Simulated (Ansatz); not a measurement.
**Geometry relaxation, with input and output: In3As3H2 (part 1 of 3)**

- system: In3As3H2 (slab, 16 atoms in the cell)
- method: DFT PBE+D3(BJ), scalar-relativistic, plane waves, PAW, no spin polarisation (Ansatz 0.2.0)

The structure derives from an entry of the Crystallography Open Database. The input holds or restrains some coordinates. Forces given for the steps count only the free coordinates. It belongs to a series of runs on one base structure; here: clean slab, lower planes held. Figures and captions count atoms from 1; the log counts them from 0 in places.

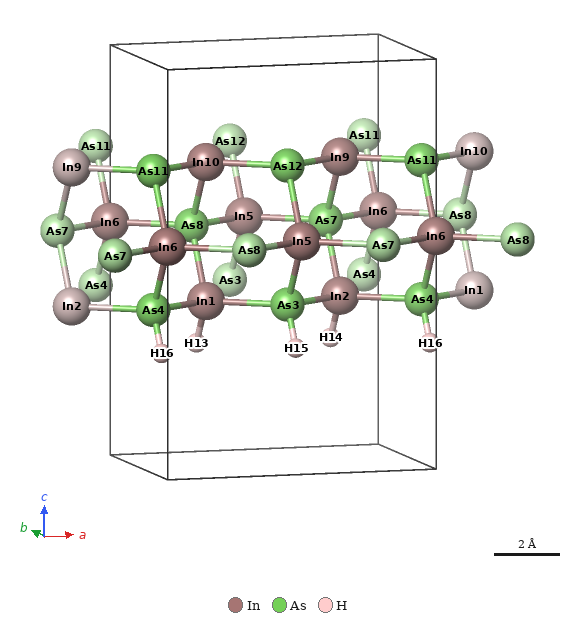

Figure 1. The structure as given in the input (ball-and-stick view of the cell of the calculation, with the vacuum cut short, seen slightly off an axis; neighbours outside the cell are drawn fainter; atoms are numbered from 1 in the order of the input). An atom can appear more than once, as a periodic image.

## Input file
```yaml
crystal:
  lattice:
    - [8.6438581907, 0.0, 0.0]
    - [0.0, 6.1121307423, 0.0]
    - [0.0, 0.0, 21.750798112]
  atoms:
    - { symbol: In, position: [0.25, 0.5, 0.4334953121] }
    - { symbol: In, position: [0.75, 0.5, 0.4334953121] }
    - { symbol: As, position: [0.5, 0.25, 0.4334953121] }
    - { symbol: As, position: [0.0, 0.25, 0.4334953121] }
    - { symbol: In, position: [0.5, 0.0, 0.5328463583] }
    - { symbol: In, position: [0.0, 0.0, 0.5328463583] }
    - { symbol: As, position: [0.75, 0.75, 0.5328463583] }
    - { symbol: As, position: [0.25, 0.75, 0.5328463583] }
    - { symbol: In, position: [0.75, 0.5, 0.6321974045] }
    - { symbol: In, position: [0.25, 0.5, 0.6321974045] }
    - { symbol: As, position: [0.0, 0.25, 0.6321974045] }
    - { symbol: As, position: [0.5, 0.25, 0.6321974045] }
    - { symbol: H, position: [0.25, 0.6653045417, 0.3678025955] }
    - { symbol: H, position: [0.75, 0.6653045417, 0.3678025955] }
    - { symbol: H, position: [0.5, 0.1064211981, 0.3764364954] }
    - { symbol: H, position: [0.0, 0.1064211981, 0.3764364954] }
basis:
  ecutwfc: 420
kpoints:
  mp_grid: { grid: [2, 3, 1] }
hamiltonian:
  xc: pbe
  dispersion: d3bj
scf:
  occupations: { method: gaussian, width: 0.1 }
output:
  forces: true
  eigenvalues: true
  write_density: true
  write_potential: true
  elf: true
  volumetric_format: npy
relax:
  adjacent_minimum: "off"
  f_tol: 0.03
  max_steps: 70
  constraints: [{ sites: [0, 1, 2, 3] }]
efield:
  axis: 3
  dipole_correction: true
  ramp_width: 0.04
```

Launched with:
```bash
ansatz run input.yaml --threads 4 --pin off --max-ram 10240MiB --backend cpu --events-out ev --progress --plain --runs-dir out
```

## Output
```
Engine: ansatz 0.2.0, x86_64-unknown-linux-gnu
Pseudopotentials: kind: paw
Pseudopotential: In, paw, valence charge 13, recommended cutoff 420 eV (normal), In.paw.azcp
Pseudopotential: As, paw, valence charge 15, recommended cutoff 420 eV (normal), As.paw.azcp
Pseudopotential: H, paw, valence charge 1, recommended cutoff 420 eV (normal), H.paw.azcp
Functional definition: PBE
  parameter kappa = 0.804
  parameter beta = 0.06672455060314922
  exchange = pbe_x(kappa = kappa, mu = beta*pi^2/3)
  correlation = pbe_c(beta = beta)
Crystal: 16 atoms, lattice volume = 1149.147 Å³
Basis set: ecut = 420 eV, 22445 PW (Γ), exchange–correlation on 120×90×300 points (8 copies of the dense FFT grid, shifted against one another)
Bands: 104, of which v1, the nominal top of the filled ones, is band 86 counted from 1 (85 counted from 0)
Symmetry: 4 space group operations
Space group: Pm (ITA 6), of the structure as read, at distance tolerance 1.0e-4 Å
k-points: 4 of 6 (time reversal used)
Non-local potential: In, projectors of the file, l = 0: 2, l = 1: 2, l = 2: 2, l = 3: 2
Non-local potential: As, projectors of the file, l = 0: 2, l = 1: 2, l = 2: 3, l = 3: 1
Non-local potential: H, projectors of the file, l = 0: 2, l = 1: 1
PAW form: soft (Blöchl's): semilocal exchange-correlation on the pseudo side does not see the compensation charge
PAW one-centre angular grid: In, 590 points (default); XC on 64 Gauss nodes
PAW one-centre angular grid: As, 590 points (default); XC on 64 Gauss nodes
PAW one-centre angular grid: H, 110 points (default); XC on 64 Gauss nodes
Initial density: superposition of atomic densities (neutral atoms: chi_scale 0, normalization atom), corrected by the library's trained network
Initial wavefunctions: pseudopotential atomic-orbital guess
Functional: x = pbe(κ = 0.804, μ = 0.2195149727645171), c = pbe(β = 0.06672455060314922)
SCF iter   1: F=—  HF=-62788.112775 eV  |F-HF|=—  |Δ(HF+E_count)|=         —  Δρ=1.62e-3  dr2=1.11e-1  ethr=1.77e-3  p=0.129 e·Å  D=2.03e-2 V/Å  ΔV_dip=-0.44 eV  dr2_dipole=1.36e-2  V_vac-E_F(+/−)=4.43/4.87 eV  ⟨swp⟩=7.0  Hψ=1758  notcnv=0  defer=1
efield: sawtooth ramp at fractional position 0.9800 (placed from the atoms, in the widest stretch of the axis that holds none; the zero of the levels goes with the place), width 0.0400; the density the first Hamiltonian is built on has a dipole p = 0.129 e·Å; the dipole correction subtracts the counter field D = 2.03e-2 V/Å, which shifts the + side's vacuum level by -0.44 eV against the − side's; the planar-averaged density in the ramp window peaks in size at 4.6e-6 e/Å³
preconditioner: auto → Resta (q_TF=auto, 1.988 Å⁻¹)  ε∞=1.8  [insulator: Δε(μ)=0.440 eV  Ē_g=13.202 eV  σ=0.100 eV  W_gap=1.00  n_scr=150 (ndim 8)  ℏωp=11.6 eV  f_vac=0.634  D(μ)=0.03/eV (n_scr^D=0)  ε∞_Penn≈1.8  vacuum switching on, ρ_ref=1.3e-2 e/Å³]
SCF iter   2: F=—  HF=-62788.108850 eV  |F-HF|=—  |Δ(HF+E_count)|=   3.92e-3  Δρ=1.09e-3  dr2=1.11e-1  ethr=6.46e-5  p=0.248 e·Å  D=3.91e-2 V/Å  ΔV_dip=-0.85 eV  dr2_dipole=4.55e-2  V_vac-E_F(+/−)=4.22/5.07 eV  ⟨swp⟩=2.2  Hψ=728  notcnv=0  defer=42
SCF iter   3: F=—  HF=-62788.100997 eV  |F-HF|=—  |Δ(HF+E_count)|=   7.85e-3  Δρ=7.11e-4  dr2=5.21e-2  ethr=6.43e-5  p=0.115 e·Å  D=1.81e-2 V/Å  ΔV_dip=-0.39 eV  dr2_dipole=1.69e-2  V_vac-E_F(+/−)=4.40/4.80 eV  ⟨swp⟩=2.0  Hψ=458  notcnv=0  defer=42
SCF iter   4: F=—  HF=-62788.095743 eV  |F-HF|=—  |Δ(HF+E_count)|=   5.25e-3  Δρ=3.23e-4  dr2=6.77e-3  ethr=3.03e-5  p=0.141 e·Å  D=2.21e-2 V/Å  ΔV_dip=-0.48 eV  dr2_dipole=1.96e-3  V_vac-E_F(+/−)=4.36/4.84 eV  ⟨swp⟩=1.5  Hψ=434  notcnv=0  defer=29
SCF iter   5: F=—  HF=-62788.095417 eV  |F-HF|=—  |Δ(HF+E_count)|=   3.26e-4  Δρ=1.11e-4  dr2=4.75e-4  ethr=3.93e-6  p=0.151 e·Å  D=2.38e-2 V/Å  ΔV_dip=-0.52 eV  dr2_dipole=9.79e-5  V_vac-E_F(+/−)=4.33/4.85 eV  ⟨swp⟩=1.8  Hψ=438  notcnv=0  defer=27
SCF iter   6: F=—  HF=-62788.095522 eV  |F-HF|=—  |Δ(HF+E_count)|=   1.04e-4  Δρ=2.79e-5  dr2=1.56e-5  ethr=2.76e-7  p=0.153 e·Å  D=2.40e-2 V/Å  ΔV_dip=-0.52 eV  dr2_dipole=8.42e-7  V_vac-E_F(+/−)=4.33/4.85 eV  ⟨swp⟩=2.0  Hψ=448  notcnv=0  defer=27
SCF iter   7: F=-62788.095533 eV  HF=-62788.095531 eV  |F-HF|=1.24e-6  |Δ(HF+E_count)|=   9.67e-6  Δρ=1.07e-5  dr2=1.85e-6  ethr=9.10e-9  p=0.153 e·Å  D=2.41e-2 V/Å  ΔV_dip=-0.52 eV  dr2_dipole=7.69e-9  V_vac-E_F(+/−)=4.33/4.85 eV  ⟨swp⟩=21.2  Hψ=4206  notcnv=0
SCF 1 converged in 7 iterations: F = -62788.095533 eV  dr2 = 1.85e-6
  greatest PAW one-centre occupation: 0.999 electrons in one spin orbital (limit 2), on the As atom at site 11 (counted from 0), in its partial waves of l = 2
relax step   1: F+E_penalty+E_count = -62788.09553253 eV  Δ(F+E_penalty+E_count) = +0.000e0 eV  max|allowed force component| = 1.131e0 eV/Å  Δτ_max = 0.0000 Å  (7 SCF iters, dr2 threshold 2.25e-5 eV, accepted)
Initial density: handed on by an earlier stage of this run
Initial wavefunctions: those handed on with the density
iter 1 solved again at ethr=5.03e-5 eV; its pass at ethr=3.10e-3 eV (dr2=8.65e-2 eV) is discarded
SCF iter   1: F=—  HF=-62788.848779 eV  |F-HF|=—  |Δ(HF+E_count)|=         —  Δρ=3.21e-3  dr2=8.64e-2  ethr=5.03e-5  p=0.153 e·Å  D=2.41e-2 V/Å  ΔV_dip=-0.52 eV  dr2_dipole=6.67e-3  V_vac-E_F(+/−)=4.20/4.72 eV  ⟨swp⟩=1.5  Hψ=1468  notcnv=0  defer=43
efield: sawtooth ramp at fractional position 0.9800 (handed on by an earlier solve), width 0.0400; the density the first Hamiltonian is built on has a dipole p = 0.153 e·Å; the dipole correction subtracts the counter field D = 2.41e-2 V/Å, which shifts the + side's vacuum level by -0.52 eV against the − side's; the planar-averaged density in the ramp window peaks in size at 2.9e-7 e/Å³
preconditioner: auto → Resta (q_TF=auto, 1.988 Å⁻¹)  ε∞=1.8  [insulator: Δε(μ)=0.846 eV  Ē_g=13.233 eV  σ=0.100 eV  W_gap=1.00  n_scr=150 (ndim 8)  ℏωp=11.6 eV  f_vac=0.636  D(μ)=0.00/eV (n_scr^D=0)  ε∞_Penn≈1.8  vacuum switching on, ρ_ref=1.3e-2 e/Å³]
SCF iter   2: F=—  HF=-62788.833137 eV  |F-HF|=—  |Δ(HF+E_count)|=   1.56e-2  Δρ=1.48e-3  dr2=3.47e-2  ethr=5.02e-5  p=0.062 e·Å  D=9.74e-3 V/Å  ΔV_dip=-0.21 eV  dr2_dipole=6.63e-3  V_vac-E_F(+/−)=4.37/4.58 eV  ⟨swp⟩=2.2  Hψ=621  notcnv=0  defer=43
SCF iter   3: F=—  HF=-62788.840131 eV  |F-HF|=—  |Δ(HF+E_count)|=   6.99e-3  Δρ=9.39e-4  dr2=7.88e-2  ethr=2.02e-5  p=0.156 e·Å  D=2.45e-2 V/Å  ΔV_dip=-0.53 eV  dr2_dipole=3.12e-2  V_vac-E_F(+/−)=4.27/4.80 eV  ⟨swp⟩=2.0  Hψ=669  notcnv=0  defer=43
SCF iter   4: F=—  HF=-62788.828794 eV  |F-HF|=—  |Δ(HF+E_count)|=   1.13e-2  Δρ=2.16e-4  dr2=1.27e-3  ethr=2.02e-5  p=0.074 e·Å  D=1.17e-2 V/Å  ΔV_dip=-0.25 eV  dr2_dipole=1.71e-4  V_vac-E_F(+/−)=4.39/4.65 eV  ⟨swp⟩=2.0  Hψ=496  notcnv=0  defer=43
SCF iter   5: F=—  HF=-62788.828788 eV  |F-HF|=—  |Δ(HF+E_count)|=   5.74e-6  Δρ=8.88e-5  dr2=1.32e-4  ethr=7.37e-7  p=0.077 e·Å  D=1.22e-2 V/Å  ΔV_dip=-0.26 eV  dr2_dipole=2.96e-7  V_vac-E_F(+/−)=4.39/4.65 eV  ⟨swp⟩=3.0  Hψ=750  notcnv=0  defer=43
SCF iter   6: F=-62788.828805 eV  HF=-62788.828808 eV  |F-HF|=3.11e-6  |Δ(HF+E_count)|=   2.00e-5  Δρ=3.11e-5  dr2=1.81e-5  ethr=4.65e-8  p=0.078 e·Å  D=1.23e-2 V/Å  ΔV_dip=-0.27 eV  dr2_dipole=1.80e-8  V_vac-E_F(+/−)=4.39/4.66 eV  ⟨swp⟩=17.8  Hψ=3831  notcnv=0
SCF 2 converged in 6 iterations: F = -62788.828805 eV  dr2 = 1.81e-5
relax step   2: F+E_penalty+E_count = -62788.82880527 eV  Δ(F+E_penalty+E_count) = -7.333e-1 eV  max|allowed force component| = 6.836e-1 eV/Å  Δτ_max = 0.1949 Å  (6 SCF iters, dr2 threshold 8.00e-5 eV, accepted)
SCF iter   1: F=—  HF=-62789.203757 eV  |F-HF|=—  |Δ(HF+E_count)|=         —  Δρ=3.13e-3  dr2=7.88e-2  ethr=3.94e-4  p=0.078 e·Å  D=1.23e-2 V/Å  ΔV_dip=-0.27 eV  dr2_dipole=1.84e-3  V_vac-E_F(+/−)=4.26/4.52 eV  ⟨swp⟩=4.2  Hψ=1098  notcnv=0  defer=43
efield: sawtooth ramp at fractional position 0.9800 (handed on by an earlier solve), width 0.0400; the density the first Hamiltonian is built on has a dipole p = 0.078 e·Å; the dipole correction subtracts the counter field D = 1.23e-2 V/Å, which shifts the + side's vacuum level by -0.27 eV against the − side's; the planar-averaged density in the ramp window peaks in size at 2.2e-7 e/Å³
preconditioner: auto → Resta (q_TF=auto, 1.988 Å⁻¹)  ε∞=1.8  [insulator: Δε(μ)=1.051 eV  Ē_g=13.234 eV  σ=0.100 eV  W_gap=1.00  n_scr=150 (ndim 8)  ℏωp=11.6 eV  f_vac=0.638  D(μ)=0.00/eV (n_scr^D=0)  ε∞_Penn≈1.8  vacuum switching on, ρ_ref=1.3e-2 e/Å³]
SCF iter   2: F=—  HF=-62789.193922 eV  |F-HF|=—  |Δ(HF+E_count)|=   9.83e-3  Δρ=1.39e-3  dr2=4.26e-2  ethr=4.58e-5  p=0.123 e·Å  D=1.94e-2 V/Å  ΔV_dip=-0.42 eV  dr2_dipole=1.24e-2  V_vac-E_F(+/−)=4.21/4.63 eV  ⟨swp⟩=2.0  Hψ=708  notcnv=0  defer=43
SCF iter   3: F=—  HF=-62789.197757 eV  |F-HF|=—  |Δ(HF+E_count)|=   3.83e-3  Δρ=9.22e-4  dr2=6.11e-2  ethr=2.48e-5  p=0.011 e·Å  D=1.80e-3 V/Å  ΔV_dip=-0.04 eV  dr2_dipole=2.06e-2  V_vac-E_F(+/−)=4.40/4.44 eV  ⟨swp⟩=2.0  Hψ=462  notcnv=0  defer=43
SCF iter   4: F=—  HF=-62789.189219 eV  |F-HF|=—  |Δ(HF+E_count)|=   8.54e-3  Δρ=2.51e-4  dr2=8.68e-4  ethr=2.48e-5  p=0.069 e·Å  D=1.08e-2 V/Å  ΔV_dip=-0.24 eV  dr2_dipole=1.12e-4  V_vac-E_F(+/−)=4.33/4.57 eV  ⟨swp⟩=2.0  Hψ=440  notcnv=0  defer=43
SCF iter   5: F=—  HF=-62789.189362 eV  |F-HF|=—  |Δ(HF+E_count)|=   1.43e-4  Δρ=9.29e-5  dr2=1.36e-4  ethr=5.05e-7  p=0.062 e·Å  D=9.79e-3 V/Å  ΔV_dip=-0.21 eV  dr2_dipole=1.12e-6  V_vac-E_F(+/−)=4.34/4.55 eV  ⟨swp⟩=2.0  Hψ=533  notcnv=0  defer=43
SCF iter   6: F=-62789.189393 eV  HF=-62789.189390 eV  |F-HF|=3.16e-6  |Δ(HF+E_count)|=   2.80e-5  Δρ=3.68e-5  dr2=1.56e-5  ethr=1.70e-8  p=0.063 e·Å  D=9.94e-3 V/Å  ΔV_dip=-0.22 eV  dr2_dipole=1.14e-7  V_vac-E_F(+/−)=4.34/4.56 eV  ⟨swp⟩=17.5  Hψ=3772  notcnv=0
SCF 3 converged in 6 iterations: F = -62789.189393 eV  dr2 = 1.56e-5
relax step   3: F+E_penalty+E_count = -62789.18939290 eV  Δ(F+E_penalty+E_count) = -3.606e-1 eV  max|allowed force component| = 3.485e-1 eV/Å  Δτ_max = 0.1949 Å  (6 SCF iters, dr2 threshold 2.92e-5 eV, accepted)
SCF iter   1: F=—  HF=-62789.350547 eV  |F-HF|=—  |Δ(HF+E_count)|=         —  Δρ=3.22e-3  dr2=9.15e-2  ethr=4.60e-4  p=0.063 e·Å  D=9.94e-3 V/Å  ΔV_dip=-0.22 eV  dr2_dipole=3.81e-3  V_vac-E_F(+/−)=4.25/4.47 eV  ⟨swp⟩=4.5  Hψ=1090  notcnv=0  defer=43
efield: sawtooth ramp at fractional position 0.9800 (handed on by an earlier solve), width 0.0400; the density the first Hamiltonian is built on has a dipole p = 0.063 e·Å; the dipole correction subtracts the counter field D = 9.94e-3 V/Å, which shifts the + side's vacuum level by -0.22 eV against the − side's; the planar-averaged density in the ramp window peaks in size at 3.1e-7 e/Å³
preconditioner: auto → Resta (q_TF=auto, 1.988 Å⁻¹)  ε∞=1.8  [insulator: Δε(μ)=1.170 eV  Ē_g=13.246 eV  σ=0.100 eV  W_gap=1.00  n_scr=150 (ndim 8)  ℏωp=11.6 eV  f_vac=0.640  D(μ)=0.00/eV (n_scr^D=0)  ε∞_Penn≈1.8  vacuum switching on, ρ_ref=1.3e-2 e/Å³]
SCF iter   2: F=—  HF=-62789.340497 eV  |F-HF|=—  |Δ(HF+E_count)|=   1.00e-2  Δρ=1.43e-3  dr2=5.22e-2  ethr=5.32e-5  p=0.130 e·Å  D=2.04e-2 V/Å  ΔV_dip=-0.44 eV  dr2_dipole=1.57e-2  V_vac-E_F(+/−)=4.16/4.60 eV  ⟨swp⟩=2.0  Hψ=720  notcnv=0  defer=49
SCF iter   3: F=—  HF=-62789.342112 eV  |F-HF|=—  |Δ(HF+E_count)|=   1.62e-3  Δρ=9.85e-4  dr2=5.29e-2  ethr=3.03e-5  p=0.019 e·Å  D=3.02e-3 V/Å  ΔV_dip=-0.07 eV  dr2_dipole=1.72e-2  V_vac-E_F(+/−)=4.34/4.41 eV  ⟨swp⟩=2.0  Hψ=456  notcnv=0  defer=49
SCF iter   4: F=—  HF=-62789.335172 eV  |F-HF|=—  |Δ(HF+E_count)|=   6.94e-3  Δρ=3.25e-4  dr2=1.25e-3  ethr=3.03e-5  p=0.074 e·Å  D=1.16e-2 V/Å  ΔV_dip=-0.25 eV  dr2_dipole=1.53e-4  V_vac-E_F(+/−)=4.28/4.53 eV  ⟨swp⟩=2.0  Hψ=436  notcnv=0  defer=49
SCF iter   5: F=—  HF=-62789.335404 eV  |F-HF|=—  |Δ(HF+E_count)|=   2.32e-4  Δρ=8.52e-5  dr2=1.38e-4  ethr=7.25e-7  p=0.066 e·Å  D=1.04e-2 V/Å  ΔV_dip=-0.23 eV  dr2_dipole=1.49e-6  V_vac-E_F(+/−)=4.29/4.52 eV  ⟨swp⟩=2.0  Hψ=508  notcnv=0  defer=49
SCF iter   6: F=-62789.335426 eV  HF=-62789.335424 eV  |F-HF|=2.73e-6  |Δ(HF+E_count)|=   1.93e-5  Δρ=3.81e-5  dr2=1.65e-5  ethr=1.83e-8  p=0.067 e·Å  D=1.05e-2 V/Å  ΔV_dip=-0.23 eV  dr2_dipole=4.03e-8  V_vac-E_F(+/−)=4.29/4.52 eV  ⟨swp⟩=18.0  Hψ=3970  notcnv=0
SCF 4 converged in 6 iterations: F = -62789.335426 eV  dr2 = 1.65e-5
relax step   4: F+E_penalty+E_count = -62789.33542632 eV  Δ(F+E_penalty+E_count) = -1.460e-1 eV  max|allowed force component| = 1.197e-1 eV/Å  Δτ_max = 0.1986 Å  (6 SCF iters, dr2 threshold 3.16e-5 eV, accepted)
```
